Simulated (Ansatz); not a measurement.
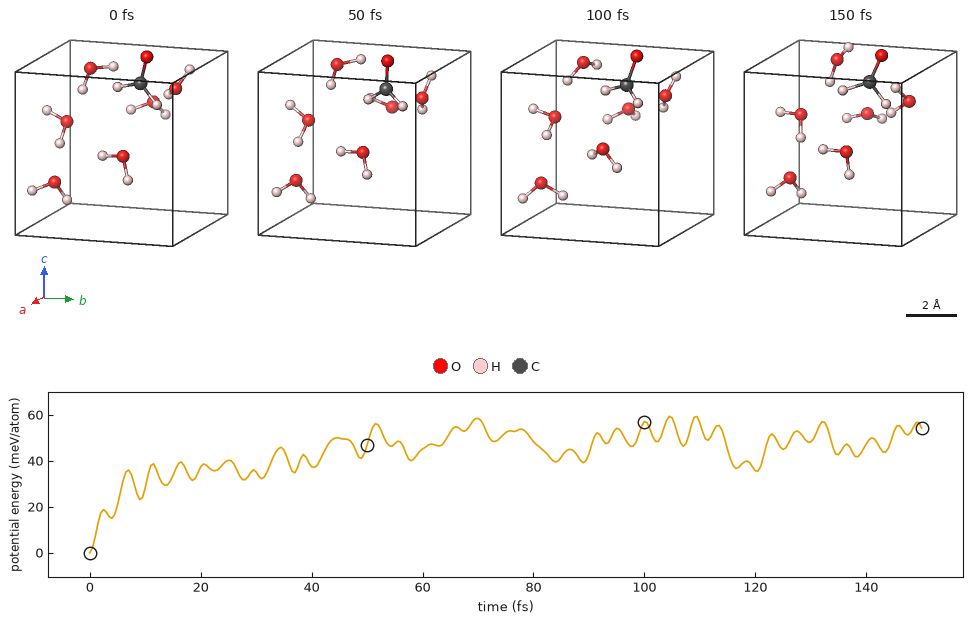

A Born-Oppenheimer molecular dynamics run of a periodic cell with 6 H2O + 1 H2CO at 0.732 g/cm³, 150 fs long. Frames and the history of the run. A ball-and-stick model of the simulation cell, seen slightly off an axis.

The calculation used DFT PBE-D3(BJ), scalar-relativistic, plane waves, PAW in Ansatz. Run with plane-wave cutoff 420 eV; k-point mesh 1 × 1 × 1; Fermi-Dirac smearing 0.02 eV; low-accuracy preset; Langevin thermostat (NVT); set temperature 500 K; time step 0.5 fs; friction 0.02 per fs.

Question: Describe the run.

Answer: Root-mean-square distances from the starting positions over the second half, with the common drift of all atoms taken out: H 0.54 Å, O 0.45 Å, C 0.28 Å. The heavy atoms stay within a fraction of a molecule's size of their starting places; so short a run doesn't tell a liquid from a solid. The mean temperature in the second half is 464 K (standard deviation 66 K). The potential energy in the second half lies on average 48.5 meV per atom above the first frame.

Limits of the set-up: the program's low-accuracy preset was used; the periodic images lie only 6.8 Å apart, so the values are limited by the cell's size.

Cost: 9 min on 1 thread of Intel(R) Xeon(R) Platinum 8259CL CPU @ 2.50GHz (Skylake/Cascade Lake) (shared host), peak memory 0.48 GiB.
